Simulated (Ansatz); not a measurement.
The compound is Na₂S (space group Fm-3m, No. 225), taken as the input geometry of an electronic-structure calculation (not necessarily at equilibrium); the starting structure was generated, so it need not be a known form of this composition.

```
CELL_PARAMETERS angstrom
6.51086 0.00000 0.00000
0.00000 6.51086 0.00000
0.00000 0.00000 6.51086
ATOMIC_POSITIONS crystal
S 0.00000 0.00000 0.00000
Na 0.25000 0.75000 0.75000
Na 0.25000 0.25000 0.75000
S 0.00000 0.50000 0.50000
Na 0.25000 0.25000 0.25000
Na 0.25000 0.75000 0.25000
S 0.50000 0.00000 0.50000
Na 0.75000 0.75000 0.25000
Na 0.75000 0.25000 0.25000
S 0.50000 0.50000 0.00000
Na 0.75000 0.25000 0.75000
Na 0.75000 0.75000 0.75000
```

Describe the stacking along [111], naming the columns A, B, C as they first turn up.

S(A) – Na(B) – Na(A) – S(B) – Na(C) – Na(B) – S(C) – Na(A) – Na(C) (nine layers in 11.28 Å).

S layers alone: ABC, the cubic close-packed type.

Na: six tetrahedral sites, counted in one hexagonal cell.

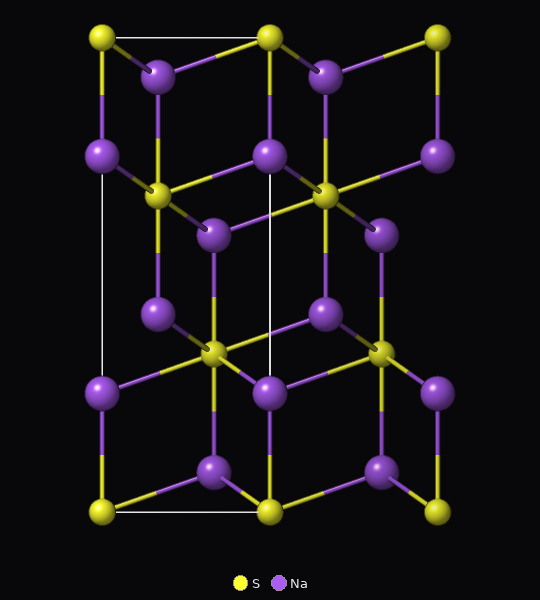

Projection along an edge of the hexagonal mesh, stacking direction [111] upwards. Every atom sits on one of the three columns of the mesh; call them A, B, C in the order in which they first turn up. The box is the hexagonal cell of the face-centred cubic lattice. The sequence starts with the first layer at or above the cell's origin.
